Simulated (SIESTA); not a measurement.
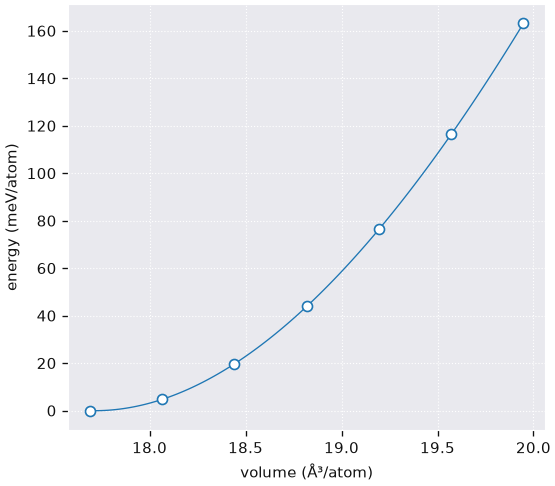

Plotted: energy against volume.

Method: DFT in numerical atomic orbitals with pseudopotentials, no spin polarisation; energies at scaled volumes of the given cell, shape and fractions fixed, counted from the fit's minimum, third-order Birch-Murnaghan fit (SIESTA 5.4.2). Level: LDA.

### For which of these solids was it computed?
A. Ta, P6_3/mmc (No. 194)
B. HfN, Fm-3m (No. 225)
C. Si₂W, P6_222 (No. 180)

A, Ta: energy from 0 meV/atom to 163 meV/atom, V0 17.71 Å³/atom, B0 225 GPa. The others give: HfN, energy from 0.06 meV/atom to 65.91 meV/atom, V0 11.23 Å³/atom, B0 310 GPa; Si₂W, energy from 0.09 meV/atom to 83.60 meV/atom, V0 13.14 Å³/atom, B0 238 GPa.

For HfN, limits of the calculation: mulliken charges of long orbitals; short basis over semicore shells.

For Si₂W, limits of the calculation: mulliken charges of long orbitals; short basis over semicore shells; shape and atomic fractions are frozen while scaling, which makes layered, chain and framework solids too stiff.

For Ta, limits of the calculation: the fit and the printed pressures don't fully agree, or the minimum lies near the end of the range; mulliken charges of long orbitals; short basis over semicore shells; shape and atomic fractions are frozen while scaling, which makes layered, chain and framework solids too stiff.
